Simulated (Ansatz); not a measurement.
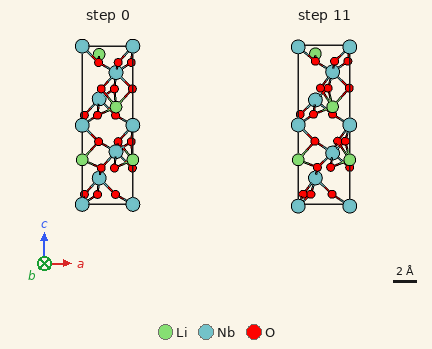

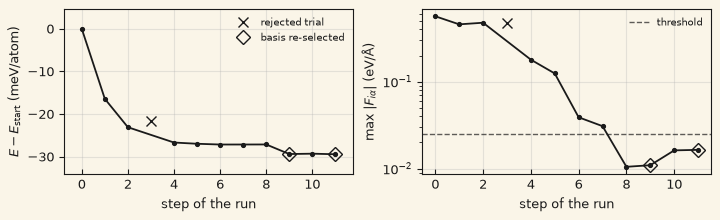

First and last geometry of a relaxation of crystalline LiNb$_{2}$O$_{6}$ (set up in R3), with the history of the run. The picture is a ball-and-stick view of the conventional cell (3 times the calculation's cell), seen along the b axis. Lengths and directions refer to the drawn axes.

Case: 1 of 2 Li taken out, relaxed.

All numbers below come from DFT PBE+D3(BJ), scalar-relativistic, plane waves, PAW in Ansatz.

The input:
```yaml
crystal:
  lattice:
    - [2.5660866412, 1.481530813, 4.6290640286]
    - [-2.5660866412, 1.481530813, 4.6290640286]
    - [0.0, -2.9630616261, 4.6290640286]
  atoms:
    - { symbol: Li, position: [0.2817721754, 0.2817721754, 0.2817721754] }
    - { symbol: Nb, position: [7.15063e-05, 7.15063e-05, 7.15063e-05] }
    - { symbol: Nb, position: [0.5000715063, 0.5000715063, 0.5000715063] }
    - { symbol: O, position: [0.1057520062, 0.3646878709, 0.7195314413] }
    - { symbol: O, position: [0.7195314413, 0.1057520062, 0.3646878709] }
    - { symbol: O, position: [0.3646878709, 0.7195314413, 0.1057520062] }
    - { symbol: O, position: [0.2195314413, 0.8646878709, 0.6057520062] }
    - { symbol: O, position: [0.8646878709, 0.6057520062, 0.2195314413] }
    - { symbol: O, position: [0.6057520062, 0.2195314413, 0.8646878709] }
basis:
  ecutwfc: 420
kpoints:
  mp_grid: { grid: [6, 6, 6] }
hamiltonian:
  xc: pbe
  dispersion: d3bj
scf:
  occupations: { method: gaussian, width: 0.1 }
output:
  forces: true
  stress: true
  eigenvalues: true
relax:
  adjacent_minimum: "off"
  f_tol: 0.025
  max_steps: 70
  cell: { stress_tol: 0.12 }
```

Run as
```bash
ansatz run input.yaml --threads 2 --pin off --max-ram 5120MiB --backend cpu --events-out ev --progress --plain --runs-dir out
```

Question: Read the history and describe the run.

Answer: It converged. The largest moves relative to the cell, 0.29 Å, are those of O4, O5 and O6. O6 goes along [−1 −1 0]. Largest moves by element: O 0.29 Å, Nb 0.14 Å, Li 0.02 Å. Cell: a = b 5.132 → 5.222 Å (+1.7 %), c 13.887 → 13.959 Å (+0.5 %). Volume +4.0 %. Near-neighbour distances that change, for instance: Nb2–O7 2.136 → 2.068 Å, Nb3–O4 2.136 → 2.078 Å, Nb2–O4 1.884 → 1.908 Å, Nb3–O7 1.884 → 1.903 Å. Among the angles between lasting bonds that change: Nb2–O5–Nb3 138.5° → 155.2°, O4–Nb3–O7 88.4° → 96.3°, O7–Nb2–O8 79.7° → 87.0°. The space group stays R3 (No. 146). After 8 accepted moves (11 points after the start) the energy has fallen by 29.4 meV per atom. Largest force component: 0.57 eV/Å at the start, 0.016 eV/Å at the end. The pressure goes from −1.12 to 0.01 GPa. The line search rejected the trial step at point 3 of the run. The SCF was repeated twice at an unchanged geometry on a basis and grid sized afresh for the cell, which shifted the energy by 2.2 meV per atom at most.

Limits of the set-up: an odd number of electrons was run without spin polarisation, which fails if the electron would localise.
